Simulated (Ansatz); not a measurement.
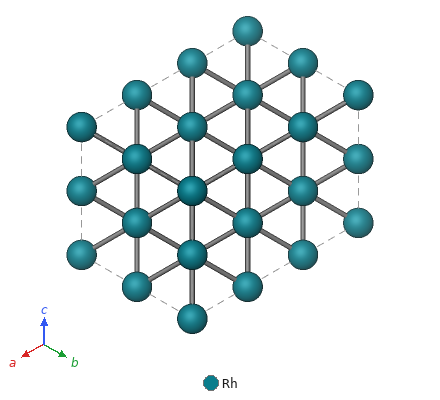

Rh (Im-3m, No. 229): the input geometry of an electronic-structure calculation (not necessarily at equilibrium); the starting structure was generated, so it need not be a known form of this composition.

```
Rh
1.0
     3.02869    0.00000    0.00000
     0.00000    3.02869    0.00000
     0.00000    0.00000    3.02869
Rh
2
Direct
  0.00000 0.00000 0.00000
  0.50000 0.50000 0.50000
```

**What will a HAADF-like image along [111] show? Simulated incoherent Z contrast: every atom adds Z^1.7 spread by a probe of 1.30 Å full width; channelling and multiple scattering are left out. The probe carries 25 % of its weight in a tail 2.5 times as wide.**

The columns repeat on a hexagonal net with a repeat of 2.47 Å (plane group p6mm). All columns are alike (Rh). The shortest distance between visible columns is 2.47 Å in projection. Along the beam the structure repeats every 2.62 Å.

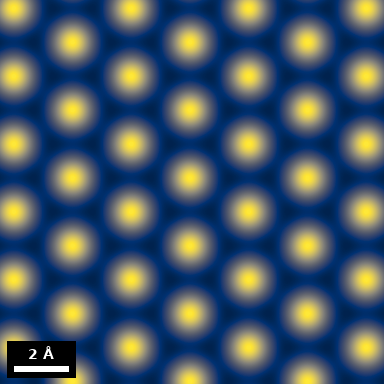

The simulated image.
